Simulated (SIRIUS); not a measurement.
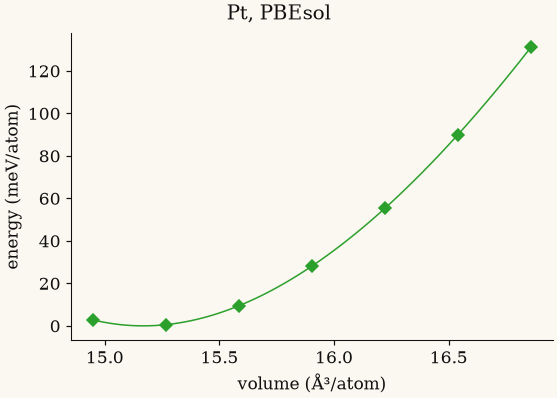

The picture above shows the energy against volume for Pt, space group Im-3m (No. 229).

The given structure:
```
Pt
1.0
    -1.58422    1.58422    1.58422
     1.58422   -1.58422    1.58422
     1.58422    1.58422   -1.58422
Pt
1
Direct
  0.00000 0.00000 0.00000
```

Calculation (SIRIUS 7.10.0): plane-wave DFT, no spin polarisation; energies at scaled volumes of the given cell, shape and fractions fixed, counted from the fit's minimum, third-order Birch-Murnaghan fit. Level: PBEsol.

k mesh 12×12×12; occupations Fermi–Dirac; smearing width 0.05 eV; potentials dojo sr pbesol 0.4.1 standard; wave cutoff 1152 eV; density cutoff 4606 eV.

From this curve and the settings, what does the calculation give for the pressure at the same points?

The pressure falls from 4.14 GPa at volume 14.95 Å³/atom to −22.20 GPa at 16.86 Å³/atom, and changes sign near 15.17 Å³/atom.

| volume (Å³/atom) | pressure (GPa) |
| --- | --- |
| 14.95 | 4.14 |
| 15.27 | −1.84 |
| 15.59 | −7.08 |
| 15.90 | −11.67 |
| 16.22 | −15.68 |
| 16.54 | −19.17 |
| 16.86 | −22.20 |

Caveats: spin-orbit coupling left out, heavy elements.
